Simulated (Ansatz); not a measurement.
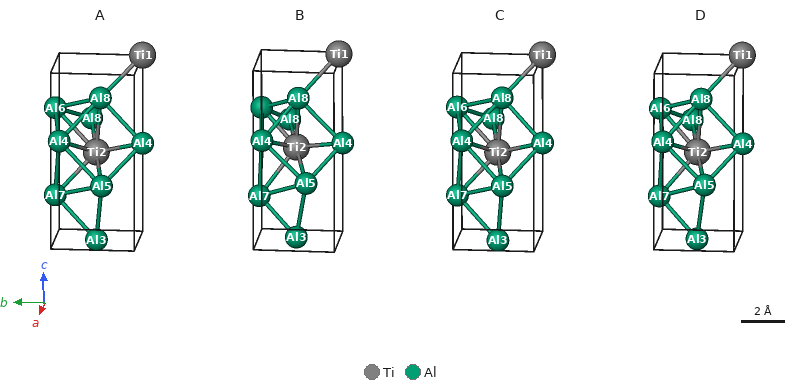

4 geometries from one relaxation of solid TiAl₃ (set up in P1), in shuffled order. The picture is a ball-and-stick view of the cell of the calculation, seen from a free direction.

Case: all atoms moved at random, sigma 0.1 Å for each component, cell strained at random, sigma 0.01; relaxed back.

All numbers below come from DFT PBEsol, scalar-relativistic, plane waves, PAW (Ansatz 0.2.0). Settings: plane-wave cutoff 420 eV; k-point mesh 10 × 10 × 4; occupations gaussian; smearing width 0.15 eV; no spin polarisation; cell and atoms relaxed; force threshold 0.01 eV/Å; at most 80 steps.

Q: Put them in the order of the run, from the start to the converged end.

A: B, D, A, C. They are steps 0, 1, 2, 5, at +1.498 eV per cell of the calculation, +0.236 eV per cell of the calculation, +0.102 eV per cell of the calculation relative to the last. The energy falls by 1.498 eV per cell of the calculation in 4 accepted moves (5 points after the start). The largest force component goes from 2.6 to 0.0021 eV/Å. Pressure: 1.46 GPa at the start and 0.02 GPa at the end. The SCF was repeated once at an unchanged geometry on a basis and grid sized afresh for the cell, which shifted the energy by 0.9 meV per cell of the calculation at most. The largest moves relative to the cell, 0.24 Å, are those of Ti2, Al5 and Al6. Al5 goes roughly along [−2 3 −1]. By element the largest moves are Al 0.24 Å, Ti 0.24 Å. The drawn cell changes as follows: a 3.873 → 3.815 Å (−1.5 %), b 3.824 → 3.815 Å (−0.2 %), c 8.678 → 8.555 Å (−1.4 %), α 89.8° → 90.0°, β 90.3° → 90.0°, γ 90.9° → 90.0°; the volume changes by −3.1 %. Among the contacts that change: Al3–Al6 3.298 → 2.865 Å, Ti1–Al5 3.257 → 2.866 Å, Ti2–Al6 2.503 → 2.866 Å, Ti2–Al4 3.020 → 2.698 Å. The space group (tolerance 0.01 Å) goes from P1 (No. 1) to I4/mmm (No. 139).
